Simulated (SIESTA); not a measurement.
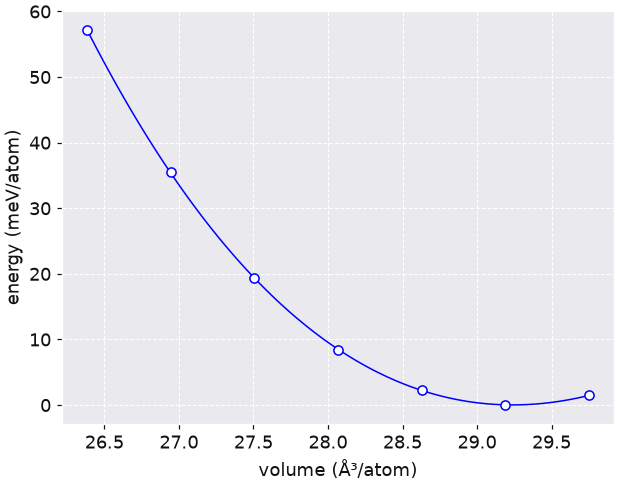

The picture above shows the energy against volume for HgSe, space group F-43m (No. 216).

Structure:
```xyz
2
Lattice="0.0000 3.0390 3.0390 3.0390 0.0000 3.0390 3.0390 3.0390 0.0000" Properties=species:S:1:pos:R:3 pbc="T T T"
Hg    0.0000    0.0000    0.0000
Se    4.5585    4.5585    4.5585
```

Calculation (SIESTA 5.4.2): DFT in numerical atomic orbitals with pseudopotentials, no spin polarisation; energies at scaled volumes of the given cell, shape and fractions fixed, counted from the fit's minimum, third-order Birch-Murnaghan fit. Level: PBEsol.

- k mesh: 8×8×8
- occupations: Fermi–Dirac
- smearing width: 0.05 eV
- potentials: PseudoDojo 0.4 standard, converted to PSML, two zetas on semicore shells
- program settings: basis DZP, mesh cutoff 800 Ry

This calculation gives: equilibrium volume 29.24 Å³/atom and bulk modulus 53.4 GPa.

Now Se is replaced by Te on all its sites, which gives HgTe in the same structure. What happens?

The equilibrium volume rises from 29.24 to 34.80 Å³/atom (+19 %) and the bulk modulus falls from 53.4 to 48.4 GPa (−9.4 %).

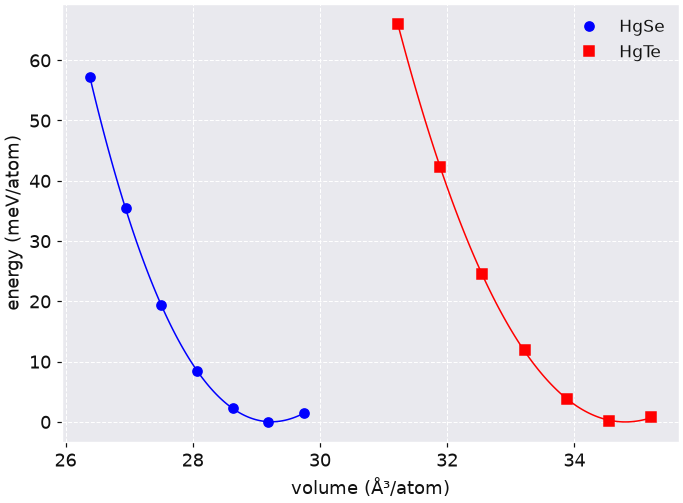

The two results together.

For both, limits of the calculation: mulliken charges of long orbitals; short basis over semicore shells; spin-orbit coupling left out, heavy elements; valence orbitals made in semicore potential.

V0 and the bulk modulus come from third-order Birch–Murnaghan fits.
